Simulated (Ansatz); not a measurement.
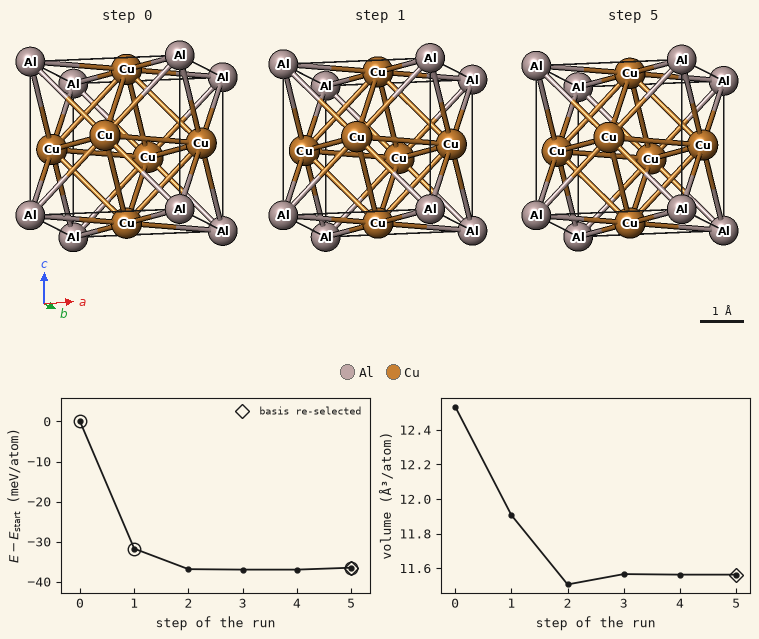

Frames of a relaxation of crystalline AlCu₃ (set up in Pm-3m), marked on the history of the run. A ball-and-stick model of the cell of the calculation, seen from a free direction.

Case: relaxed under LDA.

All numbers below come from DFT LDA, scalar-relativistic, plane waves, PAW (Ansatz 0.2.0).

The input:
```yaml
crystal:
  lattice:
    - [3.6874113031, 0.0, 0.0]
    - [0.0, 3.6874113031, 0.0]
    - [0.0, 0.0, 3.6874113031]
  atoms:
    - { symbol: Al, position: [0.0, 0.0, 0.0] }
    - { symbol: Cu, position: [0.5, 0.5, 0.0] }
    - { symbol: Cu, position: [0.5, 0.0, 0.5] }
    - { symbol: Cu, position: [0.0, 0.5, 0.5] }
basis:
  ecutwfc: 420
kpoints:
  mp_grid: { grid: [12, 12, 12] }
hamiltonian:
  xc: lda
scf:
  occupations: { method: fermi_dirac, width: 0.15 }
output:
  forces: true
  stress: true
  eigenvalues: true
relax:
  adjacent_minimum: "off"
  f_tol: 0.001
  max_steps: 60
  cell: { stress_tol: 0.01 }
```

Run as
```bash
ansatz run input.yaml --threads 1 --pin off --max-ram 3072MiB --backend cpu --events-out ev --progress --plain --runs-dir out
```

### What happens along the run?

After 4 accepted moves (5 points after the start) the energy has fallen by 36.5 meV per atom. All forces vanish by symmetry, so only the cell relaxes. Pressure: −11.14 GPa at the start and 0.00 GPa at the end. At 1 point the geometry stayed and the basis and grid were re-selected for the new cell (energy shift of 0.5 meV per atom at most each time). The atoms keep their places relative to the cell (all moves are under 0.005 Å). The volume changes by −7.7 %, with a = b = c 3.687 → 3.590 Å (−2.7 %). Among the contacts that change: Cu2–Cu3 2.607 → 2.538 Å, Al1–Cu2 2.607 → 2.538 Å. The space group stays Pm-3m (No. 221). From step 0 to 1: volume −5.0 %, energy −31.7 meV per atom. From step 1 to 5: volume −2.9 %, energy −4.8 meV per atom.

```json
{"step": "0", "E − E(0), meV/atom": "0.00", "pressure, GPa": "-11.14", "volume, Å³/atom": "12.534", "note": ""}
{"step": "1", "E − E(0), meV/atom": "-31.74", "pressure, GPa": "-4.57", "volume, Å³/atom": "11.907", "note": ""}
{"step": "2", "E − E(0), meV/atom": "-36.85", "pressure, GPa": "0.83", "volume, Å³/atom": "11.507", "note": ""}
{"step": "3", "E − E(0), meV/atom": "-36.96", "pressure, GPa": "-0.05", "volume, Å³/atom": "11.566", "note": ""}
{"step": "4", "E − E(0), meV/atom": "-36.97", "pressure, GPa": "0.00", "volume, Å³/atom": "11.563", "note": ""}
{"step": "5", "E − E(0), meV/atom": "-36.49", "pressure, GPa": "0.00", "volume, Å³/atom": "11.563", "note": "same geometry, new basis"}
```
